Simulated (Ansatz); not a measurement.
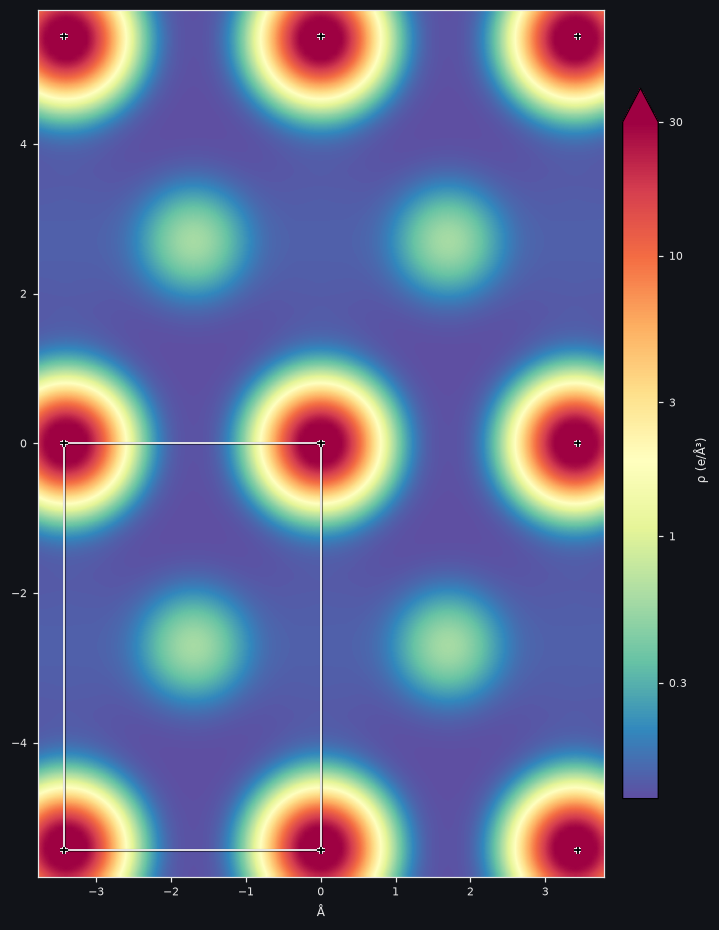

The valence pseudo-density on a plane through atoms (crosses mark nuclei in the plane).

These are results of Kohn-Sham DFT of a periodic cell, PBE, Ansatz PAW in Ansatz 0.2.0, not measurements.

Candidates:
A. Lu, a = 3.43 Å, b = 3.43 Å, c = 5.44 Å, α = 90.00°, β = 90.00°, γ = 120.00°. Space group P6₃/mmc; computed pressure about 3 GPa in this cell.
B. Li₂S, a = 5.69 Å, b = 5.69 Å, c = 5.69 Å, α = 90.00°, β = 90.00°, γ = 90.00°. Space group Fm-3m.
C. Te₂Pt, a = 4.01 Å, b = 4.01 Å, c = 5.20 Å, α = 90.00°, β = 90.00°, γ = 120.00°. Space group P-3m1; not relaxed (largest force 1.0 eV/Å); computed pressure about 9 GPa in this cell.

> Which system is this?

Candidate A: Lu on the (100) plane of the conventional cell, which holds Lu. Lu–Lu (3.43 Å): ρ is about 0.12 e/Å³ halfway.
